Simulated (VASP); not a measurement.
**Born-charge calculation of Si (part 2 of 2)**

Continued. System: Si (Fd-3m, 2 atoms in the cell). Method: Kohn-Sham DFT of a periodic cell, PBE, VASP PAW PBE potentials, recommended, no spin polarisation (VASP 6.6.1); cutoff 200 eV, 10×10×10 k-mesh, Gaussian smearing of 0.02 eV. The structure derives from an entry of the Crystallography Open Database.

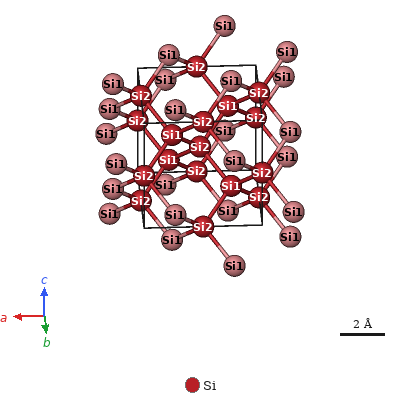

The input geometry (ball-and-stick view of the cell 4 times as large as that of the calculation, set on its symmetry axes, seen at an oblique angle; neighbours outside the cell are drawn fainter; atoms are numbered from 1 in the order of the input). An atom can appear more than once, as a periodic image.

**Parts of OUTCAR, continued**
```
 k-point    24 :       0.4000    0.3000    0.0000
  band No.  band energies     occupation
      1      -4.0682      2.00000
      2       0.2403      2.00000
      3       2.8398      2.00000
      4       3.2493      2.00000
      5       6.7351      0.00000
      6       7.9374      0.00000
      7      12.5579      0.00000
      8      12.7054      0.00000

 [... further k-points ...]

  FORCE on cell =-STRESS in cart. coord.  units (eV):
  Direction    XX          YY          ZZ          XY          YZ          ZX
  --------------------------------------------------------------------------------------
  -------------------------------------------------------------------------------------
  Total       -0.0012848     -0.0012848     -0.0012848      0.0000000     -0.0000000      0.0000000
  in kB       -0.0504209     -0.0504209     -0.0504209      0.0000000     -0.0000000      0.0000000
  external PRESSURE =      -0.0504209 kB  Pullay stress =       0.0000000 kB

 VOLUME and BASIS-vectors are now :
 -----------------------------------------------------------------------------
  energy-cutoff  :      200.00
  volume of cell :       40.83
      direct lattice vectors                 reciprocal lattice vectors
     0.000000000  2.732987883  2.732987883    -0.182949951  0.182949951  0.182949951
     2.732987883  0.000000000  2.732987883     0.182949951 -0.182949951  0.182949951
     2.732987883  2.732987883  0.000000000     0.182949951  0.182949951 -0.182949951

 POSITION                                       TOTAL-FORCE (eV/Angst)
 -----------------------------------------------------------------------------------
      4.09948      4.09948      4.09948         0.000000      0.000000     -0.000000
      2.73299      2.73299      2.73299        -0.000000     -0.000000      0.000000
 -----------------------------------------------------------------------------------
    total drift:                               -0.000000     -0.000000     -0.000000

  FREE ENERGIE OF THE ION-ELECTRON SYSTEM (eV)
  ---------------------------------------------------
  free  energy   TOTEN  =       -10.8043882124 eV

  energy  without entropy=      -10.8043882124  energy(sigma->0) =      -10.80438821

 HEAD OF MICROSCOPIC STATIC DIELECTRIC TENSOR (INDEPENDENT PARTICLE, excluding Hartree and local field effects)
 ------------------------------------------------------
          13.892354     0.000000    -0.000000
           0.000000    13.892354     0.000000
          -0.000000     0.000000    13.892354
 ------------------------------------------------------

 Free energy of the ion-electron system (eV)
  ---------------------------------------------------
  ---------------------------------------------------
  free energy    TOTEN  =        -1.48532108 eV

  energy without entropy =       -1.48532108

------------------------ aborting loop because EDIFF is reached ----------------------------------------

--------------------------------------- Ionic step        2  -------------------------------------------

------------------------ aborting loop because EDIFF is reached ----------------------------------------

--------------------------------------- Ionic step        3  -------------------------------------------

------------------------ aborting loop because EDIFF is reached ----------------------------------------

 PIEZOELECTRIC TENSOR FIELD DIRECTION 3  (e Angst)
 -----------------------------------------------------------------------------
     0.00145  0.00000  0.00000           (  0.00000  0.00000  0.00000)
     0.00000  0.00145  0.00000           (  0.00000  0.00000  0.00000)
     0.00000  0.00000 -0.00725           (  0.00000  0.00000  0.00000)

 PIEZOELECTRIC TENSOR FIELD DIRECTION 3  (C/m^2)
 -----------------------------------------------------------------------------
     0.00057  0.00000  0.00000
     0.00000  0.00057  0.00000
     0.00000  0.00000 -0.00285

--------------------------------------- Ionic step        4  -------------------------------------------

 Free energy of the ion-electron system (eV)
  ---------------------------------------------------
  ---------------------------------------------------
  free energy    TOTEN  =        -0.01710082 eV

  energy without entropy =       -0.01710082

------------------------ aborting loop because EDIFF is reached ----------------------------------------

 INTERNAL STRAIN TENSOR  FOR ION    1  DIRECTION 1   (eV/Angst):
 -----------------------------------------------------------------------------
     0.00398  0.00000  0.00000
     0.00000 -0.00112 -8.96487
     0.00000 -8.96487 -0.00112

 MACROSCOPIC STATIC DIELECTRIC TENSOR (including local field effects in DFT)
 ------------------------------------------------------
          13.286845     0.000000    -0.000000
          -0.000000    13.286845     0.000000
           0.000000     0.000000    13.286845
 ------------------------------------------------------

 PIEZOELECTRIC TENSOR (including local field effects)  for field in x, y, z        (e  Angst)
          XX          YY          ZZ          XY          YZ          ZX
  --------------------------------------------------------------------------------
  x     0.00000     0.00000     0.00000     0.00000     0.00000     0.00000
  y     0.00000     0.00000    -0.00000    -0.00000     0.00000     0.00000
  z    -0.00000    -0.00000     0.00000    -0.00000    -0.00000     0.00000

 PIEZOELECTRIC TENSOR (including local field effects)  for field in x, y, z        (C/m^2)
          XX          YY          ZZ          XY          YZ          ZX
  --------------------------------------------------------------------------------
  x     0.00000     0.00000     0.00000     0.00000     0.00000     0.00000
  y     0.00000     0.00000    -0.00000    -0.00000     0.00000     0.00000
  z    -0.00000    -0.00000     0.00000    -0.00000    -0.00000     0.00000

 BORN EFFECTIVE CHARGES (including local field effects) (in |e|, cummulative output)
 ---------------------------------------------------------------------------------
 ion    1
    1     0.00000     0.00000     0.00000
    2     0.00000     0.00000     0.00000
    3     0.00000    -0.00000     0.00000
 ion    2
    1    -0.00000     0.00000    -0.00000
    2     0.00000    -0.00000     0.00000
    3    -0.00000     0.00000    -0.00000

 INTERNAL STRAIN TENSOR FOR ION    2 for displacements in x,y,z  (eV/Angst):
          X           Y           Z          XY          YZ          ZX
  --------------------------------------------------------------------------------
  x    -0.00000     0.00000     0.00000     0.00000     8.96487     0.00000
  y    -0.00000    -0.00000    -0.00000     0.00000     0.00000     8.96487
  z     0.00000     0.00000    -0.00000     8.96487     0.00000     0.00000

 SECOND DERIVATIVES (NOT SYMMETRIZED)
 ------------------------------------
               1X          1Y          1Z          2X          2Y          2Z
  1X   -13.096968    0.000000    0.000000   13.096968    0.000000    0.000000
  1Y     0.000000  -13.096968    0.000000    0.000000   13.096968    0.000000
  1Z     0.000000    0.000000  -13.096968    0.000000    0.000000   13.096968
  2X    13.096968    0.000000    0.000000  -13.096968    0.000000    0.000000
  2Y     0.000000   13.096968    0.000000    0.000000  -13.096968    0.000000
  2Z     0.000000    0.000000   13.096968    0.000000    0.000000  -13.096968

 Eigenvectors and eigenvalues of the dynamical matrix
 ----------------------------------------------------

   1 f  =   15.097808 THz    94.862325 2PiTHz  503.608667 cm-1    62.439489 meV
             X         Y         Z           dx          dy          dz
      4.099482  4.099482  4.099482     0.000000   -0.707107    0.000000
      2.732988  2.732988  2.732988     0.000000    0.707107    0.000000

   2 f  =   15.097808 THz    94.862325 2PiTHz  503.608667 cm-1    62.439489 meV
             X         Y         Z           dx          dy          dz
      4.099482  4.099482  4.099482    -0.707107    0.000000    0.000000
      2.732988  2.732988  2.732988     0.707107    0.000000    0.000000

   3 f  =   15.097808 THz    94.862325 2PiTHz  503.608667 cm-1    62.439489 meV
             X         Y         Z           dx          dy          dz
      4.099482  4.099482  4.099482     0.000000    0.000000   -0.707107
      2.732988  2.732988  2.732988     0.000000    0.000000    0.707107

   4 f  =    0.000000 THz     0.000000 2PiTHz    0.000000 cm-1     0.000000 meV
             X         Y         Z           dx          dy          dz
      4.099482  4.099482  4.099482     0.707107    0.000000    0.000000
      2.732988  2.732988  2.732988     0.707107    0.000000    0.000000

   5 f  =    0.000000 THz     0.000000 2PiTHz    0.000000 cm-1     0.000000 meV
             X         Y         Z           dx          dy          dz
      4.099482  4.099482  4.099482     0.000000    0.707107    0.000000
      2.732988  2.732988  2.732988     0.000000    0.707107    0.000000

   6 f  =    0.000000 THz     0.000000 2PiTHz    0.000000 cm-1     0.000000 meV
             X         Y         Z           dx          dy          dz
      4.099482  4.099482  4.099482     0.000000    0.000000    0.707107
      2.732988  2.732988  2.732988     0.000000    0.000000    0.707107

--------------------------------------------------------------------------------------------------------

 MACROSCOPIC STATIC DIELECTRIC TENSOR IONIC CONTRIBUTION
 ------------------------------------------------------
           0.000000     0.000000     0.000000
           0.000000     0.000000    -0.000000
           0.000000    -0.000000     0.000000
 ------------------------------------------------------

 ELASTIC MODULI CONTR FROM IONIC RELAXATION (kBar)
 Direction    XX          YY          ZZ          XY          YZ          ZX
 --------------------------------------------------------------------------------
 XX          -0.0000      0.0000      0.0000     -0.0000      0.0000      0.0000
 YY           0.0000     -0.0000     -0.0000     -0.0000     -0.0000      0.0000
 ZZ           0.0000     -0.0000     -0.0000      0.0000     -0.0000      0.0000
 XY          -0.0000     -0.0000      0.0000   -240.8157      0.0000      0.0000
 YZ           0.0000     -0.0000     -0.0000      0.0000   -240.8157      0.0000
 ZX           0.0000      0.0000      0.0000      0.0000      0.0000   -240.8157
 --------------------------------------------------------------------------------

 PIEZOELECTRIC TENSOR IONIC CONTR  for field in x, y, z        (C/m^2)
          XX          YY          ZZ          XY          YZ          ZX
  --------------------------------------------------------------------------------
  x     0.00000    -0.00000    -0.00000    -0.00000    -0.00000     0.00000
  y     0.00000     0.00000     0.00000     0.00000     0.00000    -0.00000
  z    -0.00000    -0.00000     0.00000    -0.00000    -0.00000     0.00000
```

**CONTCAR**
```
Si
   1.00000000000000
     0.0000000000000000    2.7329878826999998    2.7329878826999998
     2.7329878826999998    0.0000000000000000    2.7329878826999998
     2.7329878826999998    2.7329878826999998    0.0000000000000000
  Si
     2
Direct
     0.7500000000000000    0.7500000000000000    0.7500000000000000
     0.5000000000000000    0.5000000000000000    0.5000000000000000

  0.00000000E+00  0.00000000E+00  0.00000000E+00
  0.00000000E+00  0.00000000E+00  0.00000000E+00
```

The run was set up as follows.

**INCAR**
```
SYSTEM = Si
PREC = Accurate
ENCUT = 200
EDIFF = 1E-8
ISMEAR = 0
SIGMA = 0.02
LREAL = .False.
LASPH = .True.
NELM = 60
ALGO = Normal
ISIF = 2
LWAVE = .False.
LCHARG = .False.
GGA = PE
LEPSILON = .True.
IBRION = 8
NSW = 1
```

**KPOINTS**
```
regular mesh
0
Gamma
  10 10 10
  0 0 0
```

**POSCAR**
```
Si                                      
1.0
    0.0000000000      2.7329878827      2.7329878827
    2.7329878827      0.0000000000      2.7329878827
    2.7329878827      2.7329878827      0.0000000000
  Si            
     2
Direct
     0.7500000000000000    0.7500000000000000    0.7500000000000000
     0.5000000000000000    0.5000000000000000    0.5000000000000000
```

Run as:
```bash
cat potpaw_PBE.64/Si/POTCAR > POTCAR
mpirun -np 1 vasp_std > vasp.out
```

**Results in brief**

- outcome: converged
- space group (tolerance 0.01 Å): Fd-3m (227)
- electrons treated: 8
- gap on the k-point mesh: 0.62 eV
- ε∞ (xx, yy, zz): 13.29, 13.29, 13.29
- hardware: 1 thread of Intel Xeon (Sapphire Rapids), 360 GiB of memory available, shared host
- wall time: 41 s
- peak memory: 0.14 GiB
